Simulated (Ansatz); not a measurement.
## A series of single points on AlNi3

System: AlNi3 (Pm-3m, 4 atoms in the cell).
Method: Kohn-Sham DFT of a periodic cell, PBE, Ansatz PAW, spin-polarised (Ansatz 0.2.0).

The 6 runs differ only in the geometry, by an even scaling of the cell at fixed fractional positions. The structure derives from a Materials Project entry.

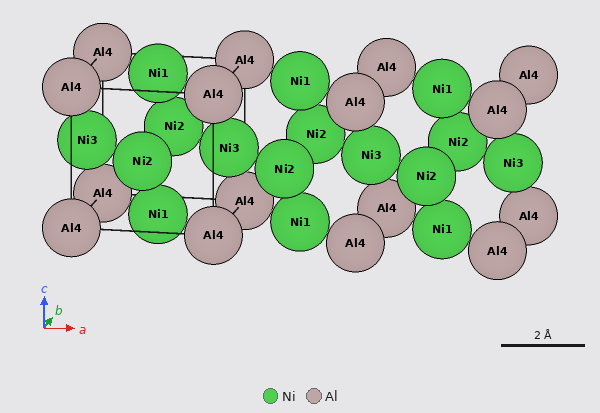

Figure 1. The structure of run 4 (spheres-only view of the cell of the calculation, repeated 3 × 1 × 1, seen slightly off an axis; atoms are numbered from 1 in the order of the input).

## Input of run 4
```yaml
crystal:
  lattice:
    - [3.5230547267, 0.0, 0.0]
    - [0.0, 3.5230547267, 0.0]
    - [0.0, 0.0, 3.5230547267]
  atoms:
    - { symbol: Ni, position: [0.5, 0.5, 0.0], spin: 1.0 }
    - { symbol: Ni, position: [0.5, 0.0, 0.5], spin: 1.0 }
    - { symbol: Ni, position: [0.0, 0.5, 0.5], spin: 1.0 }
    - { symbol: Al, position: [0.0, 0.0, 0.0] }
hamiltonian:
  xc: pbe
  pseudopotentials: { kind: paw }
magnetization:
  spin_polarized: true
kpoints:
  mp_grid: { grid: [8, 8, 8] }
scf:
  occupations: { method: fermi_dirac, width: 0.05 }
output:
  forces: true
  stress: true
  eigenvalues: true
```

Command:
```bash
ansatz run input.yaml --threads 2 --pin off --max-ram 5120MiB --backend cpu --events-out ev --progress --plain --runs-dir out
```

Run 5 differs from it as follows:
```diff
-    - [3.5230547267, 0.0, 0.0]
-    - [0.0, 3.5230547267, 0.0]
-    - [0.0, 0.0, 3.5230547267]
+    - [3.5463868949, 0.0, 0.0]
+    - [0.0, 3.5463868949, 0.0]
+    - [0.0, 0.0, 3.5463868949]
```

## Results, with one run withheld

```csv
run,volume per atom (Å³),"free energy per atom, from the lowest run given (meV)",pressure (GPa)
1,10.276,68.65,22.54
2,10.495,41.79,16.92
3,10.713,22.20,11.88
4,10.932,9.14,7.35
5,11.151,?,?
6,11.369,0.00,−0.37
```

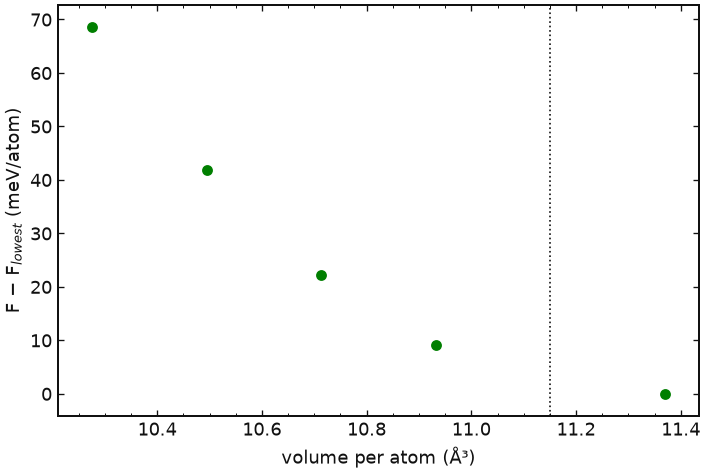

Figure 2. Free energy per atom of the runs given; the dotted line marks run 5.

Fit the runs given and predict run 5.

A cubic polynomial in V^(−2/3) (the Birch–Murnaghan form), fitted to the 5 runs given, misses them by at most 0.03 meV per atom. With x = V^(−2/3) − 0.20535 Å⁻², it reads F = 19.833 + 5475.1 x + 3.7991e+05 x² + 3.5909e+05 x³ (meV per atom). At run 5 it gives 1.91 meV per atom, and the run itself gives 1.94. The slope of the fit gives a pressure −dF/dV of 3.27 GPa there, and the run prints 3.28 GPa. The fit has its minimum at 11.344 Å³ per atom, where V d²F/dV² gives 183 GPa: the bulk modulus at this level, since symmetry fixes the shape and the positions.

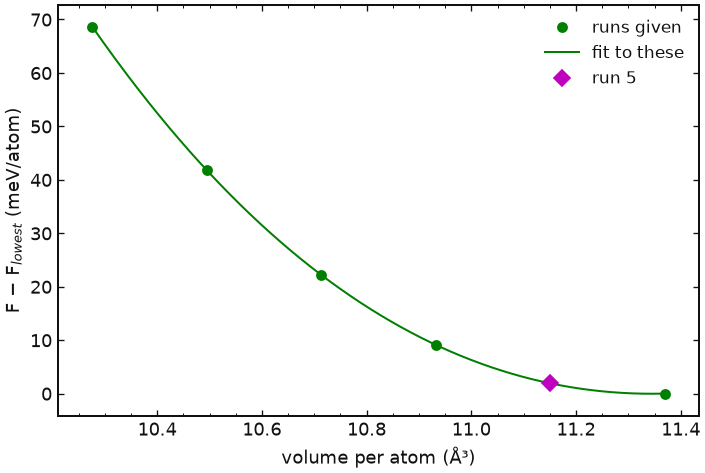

Figure 3. The fit and the withheld run.

## Output, shortened to warnings, some set-up lines, iterations and results (run 5)
```
Basis set: ecut = 420 eV, 895 PW (Γ), exchange–correlation on 48×48×48 points (8 copies of the dense FFT grid, shifted against one another)
Symmetry: 48 space group operations
k-points: 35 of 512
Initial density: superposition of atomic densities (chi_scale 0.1, normalization cell)
[...]
SCF iter   1: F=—  HF=-18055.704921 eV  |F-HF|=—  |Δ(HF+E_count)|=         —  Δρ=1.05e-1 (↑1.05e-1 ↓4.34e-2)  dr2=1.92e0  dr2_m=1.87e0  M=1.038 μB ∫|m|=1.300 μB  β_m=0.30  …
SCF iter   2: F=—  HF=-18055.248888 eV  |F-HF|=—  |Δ(HF+E_count)|=   4.56e-1  Δρ=6.50e-2 (↑3.91e-2 ↓6.50e-2)  dr2=3.90e-1  dr2_m=1.02e0  M=0.998 μB ∫|m|=1.225 μB  β_m=0.41  …
SCF iter   3: F=—  HF=-18056.806015 eV  |F-HF|=—  |Δ(HF+E_count)|=    1.56e0  Δρ=4.83e-2 (↑2.24e-2 ↓4.83e-2)  dr2=4.20e-1  dr2_m=4.73e-1  M=0.909 μB ∫|m|=1.144 μB  β_m=0.62  …
SCF iter   4: F=—  HF=-18058.442082 eV  |F-HF|=—  |Δ(HF+E_count)|=    1.64e0  Δρ=2.94e-2 (↑1.14e-2 ↓2.94e-2)  dr2=6.46e-1  dr2_m=3.74e-2  M=0.704 μB ∫|m|=0.909 μB  β_m=0.78  …
SCF iter   5: F=—  HF=-18058.351987 eV  |F-HF|=—  |Δ(HF+E_count)|=   9.01e-2  Δρ=1.51e-2 (↑7.47e-3 ↓1.51e-2)  dr2=1.08e-1  dr2_m=7.08e-3  M=0.666 μB ∫|m|=0.837 μB  β_m=0.89  …
SCF iter   6: F=—  HF=-18058.394680 eV  |F-HF|=—  |Δ(HF+E_count)|=   4.27e-2  Δρ=1.20e-3 (↑1.17e-3 ↓1.20e-3)  dr2=3.82e-3  dr2_m=2.73e-5  M=0.705 μB ∫|m|=0.886 μB  β_m=0.95  …
SCF iter   7: F=—  HF=-18058.394545 eV  |F-HF|=—  |Δ(HF+E_count)|=   1.35e-4  Δρ=7.55e-4 (↑5.99e-4 ↓7.55e-4)  dr2=5.03e-4  dr2_m=3.69e-6  M=0.715 μB ∫|m|=0.895 μB  β_m=0.97  …
SCF iter   8: F=—  HF=-18058.394545 eV  |F-HF|=—  |Δ(HF+E_count)|=   7.75e-7  Δρ=4.71e-4 (↑2.29e-4 ↓4.71e-4)  dr2=1.37e-4  dr2_m=6.64e-6  M=0.717 μB ∫|m|=0.898 μB  β_m=0.99  …
SCF iter   9: F=—  HF=-18058.394545 eV  |F-HF|=—  |Δ(HF+E_count)|=   7.95e-7  Δρ=6.23e-5 (↑1.57e-5 ↓6.23e-5)  dr2=1.39e-6  dr2_m=2.93e-7  M=0.718 μB ∫|m|=0.899 μB  β_m=0.99  …
SCF iter  10: F=—  HF=-18058.394560 eV  |F-HF|=—  |Δ(HF+E_count)|=   1.55e-5  Δρ=3.31e-5 (↑2.96e-5 ↓3.31e-5)  dr2=1.23e-6  dr2_m=2.65e-9  M=0.718 μB ∫|m|=0.899 μB  β_m=1.00  …
SCF iter  11: F=—  HF=-18058.394560 eV  |F-HF|=—  |Δ(HF+E_count)|=   1.53e-7  Δρ=2.88e-5 (↑2.30e-5 ↓2.88e-5)  dr2=8.15e-7  dr2_m=3.85e-9  M=0.718 μB ∫|m|=0.899 μB  β_m=1.00  …
SCF iter  12: F=—  HF=-18058.394560 eV  |F-HF|=—  |Δ(HF+E_count)|=   1.02e-7  Δρ=1.13e-5 (↑6.26e-6 ↓1.13e-5)  dr2=9.11e-8  dr2_m=2.81e-9  M=0.718 μB ∫|m|=0.899 μB  β_m=0.94  …
SCF iter  13: F=-18058.394560 eV  HF=-18058.394560 eV  |F-HF|=2.17e-8  |Δ(HF+E_count)|=   6.06e-9  Δρ=5.69e-6 (↑3.66e-6 ↓5.69e-6)  dr2=2.66e-8  dr2_m=4.55e-10  M=0.718 μB …
SCF 1 converged in 13 iterations: F = -18058.394560 eV  dr2 = 2.66e-8
SCF converged after 13 iterations
Magnetization: 0.7178 μB (28.8589 up, 28.1411 down)
Absolute magnetization: 0.8997 μB (∫|ρ↑−ρ↓|, with the PAW one-centre terms)
Spin contamination: 0.0141 ħ² per cell (⟨S²⟩ above its minimum at these occupations)
Per-site moments (μB) at R_I (Å): [(0.2660052686613708, 1.0344156166141436), (0.2660052686613711, 1.0344156166141436), (0.26600526866137103, 1.0344156166141436), (-0.016299321749443256, 1.0344156166141436)]
Free energy (F): -18058.394560 eV
Harris-Foulkes:  -18058.394560 eV  (|F-HF|=2.17e-8)
Internal energy: -18058.365690 eV  (E = F + TS)
E sigma→0 (E₀):  -18058.380125 eV
Entropy (-TS):   -0.028870 eV (-7.217 meV/atom)
Fermi energy:    16.074787 eV
--- Per-component energies (eV) ---
  E_band       = -921.266290
  E_kinetic    = 877.576381
  E_local      = -11957.401394  (includes V_loc(G=0)·N_el)
  E_nonlocal   = 1917.388440
  E_hartree    = 5092.888205
  E_xc         = -296.974903
  E_vxc        = -360.775384  (∫ρ·V_xc dr)
  E_paw        = -5358.851170  (= ΣΔE_a)
  E_vpaw       = -1583.855446  (= ΣTr[D̂ρ^β])
  E_aug_tail   = 0.001303  (compensation charges beyond the density's cutoff)
  E_ewald      = -8332.992552
  E_smearing   = -0.028870  (= −TS)
  E_closure    = -0.000000  (closes the sum)
  Σ components = -18058.394560   (vs F -18058.394560, Δ=0.00e0)
--- Forces (eV/Å), atoms counted from 1 ---
  atom   1  Ni     0.00000000    -0.00000000    -0.00000000
  atom   2  Ni    -0.00000000    -0.00000000     0.00000000
  atom   3  Ni     0.00000000     0.00000000     0.00000000
  atom   4  Al    -0.00000000     0.00000000     0.00000000
  max |Σ_I F_I| component: 6.48e-29 eV/Å
--- Stress (GPa, compression-positive) ---
        3.281215       0.000000       0.000000
       -0.000000       3.281215       0.000000
        0.000000       0.000000       3.281215
  P = ⅓ Tr σ = 3.2812 GPa (32.812 kbar)
```
